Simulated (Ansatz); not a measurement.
# Geometry relaxation, with input and output: Li8Nb7O24 (part 3 of 3)

The same run, continued: Li8Nb7O24 (defect cell, 39 atoms in the cell); DFT PBE, scalar-relativistic, plane waves, PAW, spin-polarised (Ansatz 0.2.0); cutoff 420 eV, 3×3×3 k-mesh, Gaussian smearing of 0.05 eV, collinear spins. The structure derives from an entry of the Crystallography Open Database. The run did not end well.

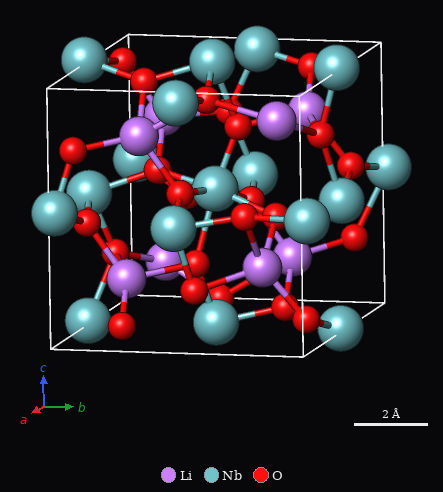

The geometry at step 15 of the log (ball-and-stick view of the cell of the calculation, seen slightly off an axis).

## Output, continued
```
--- Forces (eV/Å), atoms counted from 1 ---
  atom   1  Li    -0.01561656    -0.00178637    -0.01527299
  atom   2  Li     0.00749424    -0.00219627     0.00839040
  atom   3  Li    -0.00077644     0.01212810    -0.00828849
  atom   4  Li     0.01005028    -0.00453251    -0.00739487
  atom   5  Li    -0.00895369    -0.00383243    -0.01521583
  atom   6  Li     0.01883863     0.00045734     0.02216327
  atom   7  Li    -0.01709903     0.02765895     0.00039801
  atom   8  Li    -0.01009953     0.00108051     0.00436343
  atom   9  Nb     0.01161606     0.03277398    -0.00026950
  atom  10  Nb    -0.04765335    -0.01208058     0.01355923
  atom  11  Nb    -0.00700025    -0.00443466    -0.01925145
  atom  12  Nb    -0.00148591     0.01147388     0.07079323
  atom  13  Nb     0.03509580     0.01264271     0.03238153
  atom  14  Nb    -0.06739690     0.01480029     0.02073790
  atom  15  Nb    -0.00239178    -0.01257902     0.06340536
  atom  16  O      0.01316495     0.00920384     0.00071994
  atom  17  O     -0.00082793    -0.00685744    -0.01889461
  atom  18  O      0.00313752    -0.02989576    -0.02594058
  atom  19  O      0.00720312    -0.03021907    -0.05714824
  atom  20  O      0.03080848     0.02314953    -0.02900083
  atom  21  O      0.00044574     0.00094857    -0.00846940
  atom  22  O      0.01223446     0.02946758    -0.00913030
  atom  23  O     -0.02684833    -0.00942333    -0.01248831
  atom  24  O      0.00879812    -0.00554260    -0.00018451
  atom  25  O     -0.01616382     0.01254919    -0.02876419
  atom  26  O      0.00357688    -0.00921692     0.00614426
  atom  27  O      0.00392282    -0.00387639    -0.01556226
  atom  28  O     -0.00724615     0.00803769     0.01057565
  atom  29  O     -0.02041804    -0.00503066     0.00847042
  atom  30  O      0.01475597     0.00195069    -0.00808300
  atom  31  O      0.01139129    -0.01302861    -0.01693157
  atom  32  O      0.01286118     0.01596832    -0.00361206
  atom  33  O     -0.00825116     0.01789688     0.02210055
  atom  34  O      0.01783974    -0.00159510     0.00476552
  atom  35  O     -0.01176264    -0.04132973    -0.02518299
  atom  36  O      0.01628355    -0.01696142     0.03054149
  atom  37  O      0.01351534     0.01588150    -0.01162717
  atom  38  O      0.01549600    -0.02889397     0.02240683
  atom  39  O      0.00141658    -0.00477388    -0.00516728
  max |Σ_I F_I| component: 4.48e-5 eV/Å
End of that report.
Error: geometry relaxation did not converge after 30 steps: max|allowed force component| = 7.08e-2 eV/Å (threshold 5.0e-2). Raise `relax.max_steps` over both its present limit and 30, loosen `relax.f_tol`, or start from a geometry closer to equilibrium. Where this run's directory can be resumed (`checkpoint.write`), a resume goes on for up to `relax.max_steps` more
```

## Trajectory as extended XYZ (Å, eV, eV/Å), 5 of the 30 frames kept, from step=1 to step=30
```
39
Lattice="-5.1378 -2.9663 4.4996 5.1378 -2.9663 4.4996 0.0000 5.9326 4.4996" Properties=species:S:1:pos:R:3:forces:R:3 step=1 energy=-47145.60361
Li    0.0000    0.0000    3.3747    0.0322  -0.0641  -0.2711
Li    0.0271   -2.9221    7.8753   -0.2922  -0.4370   0.0860
Li   -2.5523    1.5304    7.8533   -0.3180  -0.0669   0.1662
Li    2.6324    1.5375    7.8887   -0.0512  -0.2586   0.1109
Li   -2.5932   -1.4569    5.6651   -0.1094  -0.2252  -0.0937
Li    2.6559   -1.5144    5.6324   -0.5207  -0.1181  -0.2250
Li    0.0065    2.9400    5.5884    0.0848   0.4462  -0.0899
Li    0.0000    0.0000   10.1240   -0.0356   0.0340   0.2662
Nb    0.0000   -2.9663    4.4996    0.0873   0.0755  -0.0716
Nb   -2.5689    1.4832    4.4996    0.0075   0.0331  -0.0992
Nb    2.5689    1.4832    4.4996   -0.0264  -0.0820   0.0734
Nb   -2.5689   -1.4832    2.2498    0.0316   0.0410   0.0392
Nb    2.5689   -1.4832    2.2498    0.0827  -0.1215   0.1455
Nb    0.0000    2.9663    2.2498    0.0492   0.1647   0.1326
Nb    0.0000    0.0000    6.7494    0.2034   0.0278  -0.0165
O    -0.6456   -1.4832    5.6245   -0.2019   0.0355   0.0379
O     4.4571   -1.5358    5.6330    0.7828   0.6700   0.3804
O     1.9233    2.9663    5.6245   -0.1785  -0.4182  -0.2906
O     1.9233    0.0000   10.1240   -0.0095  -0.0073  -0.1146
O    -3.5306    0.1825    5.6245    0.1187   0.0474  -0.0735
O     1.6072    0.1825    5.6245    0.1017  -0.1864  -0.0147
O    -0.9113    4.6953    5.6655   -0.6161  -0.3489   0.2773
O    -0.9617    1.6657   10.1240    0.3583   0.0140  -0.3606
O    -3.5257   -3.1479    5.6643    0.0236   0.1530  -0.1344
O     1.6072   -3.1488    5.6245   -0.0136   0.0723   0.1473
O    -0.9617    1.3007    5.6245   -0.0313   0.1359  -0.0495
O    -0.9617   -1.6657   10.1240    0.0683   0.0016  -0.1670
O     0.9617   -1.6657    3.3747   -0.5327   0.0192   0.3617
O     0.9129   -4.6406    7.8721    0.7055   0.2009  -0.4078
O    -1.6072   -0.1825    7.8742   -0.0892   0.1857  -0.0421
O     3.5306   -0.1825    7.8742   -0.1883  -0.0020   0.0638
O    -1.9233    0.0000    3.3747   -0.0012   0.1114   0.2537
O    -1.9233   -2.9663    7.8742    0.2216   0.5219   0.2022
O    -4.5002    1.5172    7.8477   -0.1030  -0.6997  -0.3501
O     0.6456    1.4832    7.8742    0.1990  -0.0226   0.0014
O     0.9617    1.6657    3.3747   -0.1168  -0.0562   0.0741
O     0.9617   -1.3007    7.8742    0.0569  -0.0369   0.0908
O    -1.6072    3.1488    7.8742    0.0273   0.0075  -0.1210
O     3.4551    3.1723    7.8569    0.1942   0.1516   0.0816
39
Lattice="-5.1378 -2.9663 4.4996 5.1378 -2.9663 4.4996 0.0000 5.9326 4.4996" Properties=species:S:1:pos:R:3:forces:R:3 step=8 energy=-47147.02588
Li    0.0089    0.0126    2.3242   -0.1187  -0.0417   0.1416
Li   -0.0331   -3.0516    8.4356    0.0503   0.0856  -0.0432
Li   -2.6000    1.5188    8.4400    0.0669  -0.1005  -0.0082
Li    2.6511    1.4820    8.4161   -0.0718   0.0322  -0.0279
Li   -2.6660   -1.5247    5.0489   -0.0447  -0.0020   0.1136
Li    2.6184   -1.5401    5.1786    0.1019   0.0132   0.0886
Li   -0.0101    3.0767    5.1700    0.0293   0.0402   0.1100
Li    0.0424    0.0504   11.3495   -0.0458  -0.0339  -0.1373
Nb   -0.0303   -2.9358    4.5165   -0.0366  -0.0632   0.1386
Nb   -2.5635    1.5001    4.4555   -0.1090  -0.1080   0.0576
Nb    2.5585    1.4711    4.4479    0.0968   0.1695   0.1861
Nb   -2.5800   -1.4720    2.2562   -0.0520   0.0122  -0.0337
Nb    2.6255   -1.6276    2.3328   -0.1121  -0.2711  -0.3118
Nb    0.1035    3.0872    2.3194    0.2297   0.1985  -0.1090
Nb    0.0118    0.0270    6.7368   -0.0095   0.0852   0.0174
O    -0.7023   -1.4887    5.6289    0.0132   0.0264   0.0024
O     4.4911   -1.4106    5.6362   -0.1314  -0.0314  -0.0839
O     1.8841    3.0286    5.5057    0.0011  -0.0599   0.0579
O     1.9036    0.0306   10.0705    0.0702   0.0204   0.0213
O    -3.5380    0.1419    5.5140   -0.0853  -0.0696   0.1670
O     1.6371    0.1652    5.6174   -0.0430   0.0113   0.0074
O    -1.0120    4.6121    5.6516    0.0708  -0.0602  -0.0310
O    -0.9876    1.6192   10.1153    0.1515   0.1123  -0.1150
O    -3.5266   -3.1307    5.6697    0.0324   0.1281  -0.0541
O     1.6214   -3.1426    5.5633    0.0283  -0.0120   0.1054
O    -0.9546    1.3492    5.6209    0.0305  -0.0402   0.0037
O    -0.9299   -1.6761   10.0749   -0.0768  -0.1146  -0.0230
O     0.9211   -1.6712    3.3718    0.0863   0.1480  -0.0476
O     0.9910   -4.5487    7.8665    0.2135   0.1230   0.0130
O    -1.6155   -0.1621    7.8595    0.0029  -0.0321  -0.0046
O     3.5627   -0.1483    7.8709    0.1941   0.0592  -0.0262
O    -1.8620    0.0320    3.3516    0.0023  -0.1525  -0.0467
O    -1.9279   -3.0065    7.8679   -0.0156   0.0573   0.0928
O    -4.3955    1.4861    7.8700   -0.1157  -0.2329  -0.0349
O     0.6570    1.4920    7.8642   -0.0168  -0.0506  -0.0218
O     0.9559    1.6238    3.3494   -0.2099   0.0270  -0.1088
O     0.9583   -1.3157    7.8433   -0.0257  -0.0379  -0.0502
O    -1.6833    3.1326    7.9385   -0.0700   0.1321  -0.0797
O     3.4790    3.0890    7.8770   -0.0815   0.0328   0.0747
39
Lattice="-5.1378 -2.9663 4.4996 5.1378 -2.9663 4.4996 0.0000 5.9326 4.4996" Properties=species:S:1:pos:R:3:forces:R:3 step=15 energy=-47147.21670
Li    0.0168   -0.1042    2.5392   -0.0713   0.0545   0.0536
Li   -0.0367   -2.8717    8.2692   -0.0343  -0.0076  -0.0322
Li   -2.5053    1.4640    8.3042    0.0318  -0.0130   0.0065
Li    2.5965    1.4442    8.4880   -0.0485  -0.0242  -0.0290
Li   -2.6062   -1.4725    5.1938    0.0080   0.0200   0.0023
Li    2.4977   -1.4914    5.1571    0.0050  -0.0217  -0.0099
Li   -0.0819    3.1147    5.2544   -0.0622  -0.0307  -0.0710
Li    0.0480    0.0904   11.6093   -0.0568  -0.0413  -0.0082
Nb   -0.0717   -2.8954    4.6176   -0.0139  -0.0967  -0.0056
Nb   -2.5401    1.4884    4.3966   -0.0918   0.0903   0.0438
Nb    2.5430    1.3748    4.3584   -0.1058   0.0464   0.1138
Nb   -2.6974   -1.4548    2.3351    0.1258  -0.1151  -0.2054
Nb    2.5444   -1.8059    2.2556   -0.0572  -0.0630   0.0543
Nb    0.1891    3.0855    2.3072   -0.0214   0.0476  -0.0085
Nb    0.0204    0.1909    6.7942   -0.0107  -0.1816  -0.2384
O    -0.6649   -1.4977    5.6751   -0.0508   0.1082   0.0910
O     4.3455   -1.3036    5.4780    0.0815   0.0294   0.1815
O     1.8160    2.9345    5.4194    0.0417   0.0190   0.0022
O     1.9843    0.0909   10.0790    0.0350   0.1243   0.1127
O    -3.4481    0.1884    5.5498   -0.1028  -0.1164   0.1285
O     1.5870    0.1728    5.5716    0.0052   0.0121   0.0167
O    -0.9787    4.7294    5.6574    0.1410   0.0316   0.0541
O    -1.0531    1.5900   10.0433   -0.0529   0.0140   0.0421
O    -3.4633   -3.0610    5.7748    0.1139  -0.0550   0.0021
O     1.6170   -3.1005    5.5872    0.1100  -0.0376  -0.0069
O    -0.9492    1.3921    5.6823    0.1130  -0.0124   0.0688
O    -0.9230   -1.9474    9.9094    0.0098   0.1432   0.0910
O     0.9079   -1.7073    3.3271    0.0259   0.0504  -0.0886
O     0.9699   -4.4342    7.9192   -0.1897  -0.0087   0.1577
O    -1.5956   -0.2327    7.8791    0.0062   0.0229  -0.0351
O     3.6682   -0.1206    7.9262    0.1680   0.0365  -0.1019
O    -1.7918    0.0298    3.3775    0.0519  -0.1430  -0.1139
O    -2.0006   -3.0824    7.7623    0.0459  -0.0750  -0.0558
O    -4.3388    1.4876    7.8208   -0.0755  -0.1344  -0.0796
O     0.7088    1.4976    7.9106    0.0481   0.0812   0.0717
O     0.9399    1.4978    3.1731    0.0173   0.0541   0.0352
O     1.0326   -1.2748    7.8508   -0.1005   0.0175  -0.1051
O    -1.6723    3.1824    7.9347   -0.0034   0.0888  -0.0979
O     3.4500    2.9865    7.8385   -0.0358   0.0838  -0.0357
39
Lattice="-5.1378 -2.9663 4.4996 5.1378 -2.9663 4.4996 0.0000 5.9326 4.4996" Properties=species:S:1:pos:R:3:forces:R:3 step=23 energy=-47147.69023
Li   -0.0662    0.0076    2.6366   -0.0017  -0.0336   0.0327
Li   -0.0203   -2.8744    8.1704    0.0073  -0.0010  -0.0438
Li   -2.4564    1.4456    8.2831   -0.0030   0.0061  -0.0317
Li    2.4789    1.4068    8.3832   -0.0139  -0.0088  -0.0259
Li   -2.5092   -1.3380    5.0157   -0.0279  -0.0433   0.0365
Li    2.4410   -1.5088    5.2174    0.0201  -0.0432  -0.0083
Li   -0.0726    3.1621    5.1281   -0.0112   0.0104  -0.0057
Li    0.0106    0.0023   12.6546   -0.0336  -0.0260   0.5441
Nb   -0.1308   -2.9464    4.5445    0.1066   0.1081  -0.1210
Nb   -2.5879    1.5168    4.2728    0.0515  -0.1019   0.0528
Nb    2.5999    1.4044    4.3290   -0.0234   0.0871   0.0383
Nb   -2.7571   -1.4988    2.2481   -0.1543   0.0138   0.0692
Nb    2.4583   -1.8560    2.3031    0.2689  -0.0165   0.1242
Nb    0.2620    3.0826    2.2532   -0.0035   0.0885   0.0552
Nb    0.0127    0.2075    6.6249    0.0932  -0.0871   0.0870
O    -0.6287   -1.4584    5.5749   -0.0647  -0.0144   0.0033
O     4.1837   -1.4074    5.8529    0.0063   0.0322  -0.0590
O     1.8432    2.8688    5.4658    0.0058  -0.0460  -0.0424
O     2.0277    0.1016    9.9534    0.0117  -0.0066  -0.0416
O    -3.4257    0.2178    5.5354    0.0455   0.0238   0.0123
O     1.6188    0.1713    5.5528   -0.0390  -0.0327  -0.0008
O    -0.9117    4.8164    5.6898    0.0481   0.0413  -0.0882
O    -1.1977    1.6450    9.9517   -0.0221  -0.0585   0.0405
O    -3.0234   -2.9812    5.8611   -0.1413   0.0398  -0.1146
O     1.5569   -3.1411    5.5260   -0.0049   0.0047   0.0232
O    -0.9234    1.4090    5.5753   -0.0242   0.0588  -0.0545
O    -0.8854   -1.9698    9.8738   -0.0019  -0.0062  -0.0334
O     0.8356   -1.6246    3.2394   -0.0357  -0.0428   0.0294
O     1.0110   -4.4405    7.9701   -0.0299  -0.1419  -0.0965
O    -1.5877   -0.2416    7.8242    0.0250  -0.0148  -0.0398
O     3.6480   -0.1124    7.8294    0.0029   0.0459   0.0145
O    -1.8461   -0.0195    3.3690   -0.0137   0.0642  -0.0026
O    -1.9198   -3.1392    7.8029   -0.0057  -0.0507  -0.0456
O    -4.3264    1.3578    7.9586   -0.0843   0.0953  -0.1337
O     0.6476    1.5132    7.8569   -0.0444  -0.0229  -0.0103
O     0.9910    1.5175    3.1845    0.0164  -0.0284  -0.0199
O     1.0079   -1.3012    7.7603   -0.0166   0.0560  -0.0432
O    -1.6516    3.1759    7.7961   -0.0028  -0.0132   0.0210
O     3.3577    3.0044    7.9581    0.0948   0.0657  -0.1190
39
Lattice="-5.1378 -2.9663 4.4996 5.1378 -2.9663 4.4996 0.0000 5.9326 4.4996" Properties=species:S:1:pos:R:3:forces:R:3 step=30 energy=-47148.05334
Li   -0.0471   -0.0122    2.7434   -0.0156  -0.0018  -0.0153
Li   -0.0399   -2.8845    8.1390    0.0075  -0.0022   0.0084
Li   -2.4669    1.4590    8.2753   -0.0008   0.0121  -0.0083
Li    2.4883    1.4115    8.3666    0.0100  -0.0045  -0.0074
Li   -2.5492   -1.3654    5.0960   -0.0090  -0.0038  -0.0152
Li    2.4676   -1.5320    5.3179    0.0188   0.0005   0.0222
Li   -0.0511    3.1335    5.2443   -0.0171   0.0277   0.0004
Li    0.0275    0.0066   13.3067   -0.0101   0.0011   0.0044
Nb   -0.0903   -2.8961    4.4604    0.0116   0.0328  -0.0003
Nb   -2.5898    1.4867    4.2814   -0.0477  -0.0121   0.0136
Nb    2.5562    1.4487    4.3006   -0.0070  -0.0044  -0.0193
Nb   -2.8147   -1.5266    2.2577   -0.0015   0.0115   0.0708
Nb    2.6079   -1.8428    2.2981    0.0351   0.0126   0.0324
Nb    0.2156    3.1794    2.2587   -0.0674   0.0148   0.0207
Nb    0.0297    0.1820    6.6060   -0.0024  -0.0126   0.0634
O    -0.6586   -1.4669    5.5316    0.0132   0.0092   0.0007
O     4.2690   -1.3578    5.7405   -0.0008  -0.0069  -0.0189
O     1.8803    2.8769    5.4743    0.0031  -0.0299  -0.0259
O     2.0366    0.1043    9.9085    0.0072  -0.0302  -0.0571
O    -3.4390    0.2293    5.5433    0.0308   0.0232  -0.0290
O     1.6076    0.1432    5.4947    0.0004   0.0009  -0.0085
O    -0.9340    4.8104    5.6851    0.0122   0.0295  -0.0091
O    -1.1731    1.6591    9.9053   -0.0268  -0.0094  -0.0125
O    -3.1377   -3.0532    5.7482    0.0088  -0.0055  -0.0002
O     1.5428   -3.1561    5.5201   -0.0162   0.0125  -0.0288
O    -0.9136    1.3872    5.5288    0.0036  -0.0092   0.0061
O    -0.9018   -1.9422    9.8338    0.0039  -0.0039  -0.0156
O     0.8994   -1.6674    3.2050   -0.0072   0.0080   0.0106
O     0.9516   -4.5086    7.9566   -0.0204  -0.0050   0.0085
O    -1.5964   -0.2399    7.7775    0.0148   0.0020  -0.0081
O     3.6278   -0.1274    7.7870    0.0114  -0.0130  -0.0169
O    -1.8826   -0.0394    3.3383    0.0129   0.0160  -0.0036
O    -1.9408   -3.1006    7.7323   -0.0083   0.0179   0.0221
O    -4.3606    1.4540    7.9450    0.0178  -0.0016   0.0048
O     0.6552    1.4989    7.8151   -0.0118  -0.0413  -0.0252
O     0.9657    1.5768    3.1727    0.0163  -0.0170   0.0305
O     1.0112   -1.3113    7.7271    0.0135   0.0159  -0.0116
O    -1.6526    3.1635    7.7540    0.0155  -0.0289   0.0224
O     3.4641    2.9943    7.9503    0.0014  -0.0048  -0.0052
```
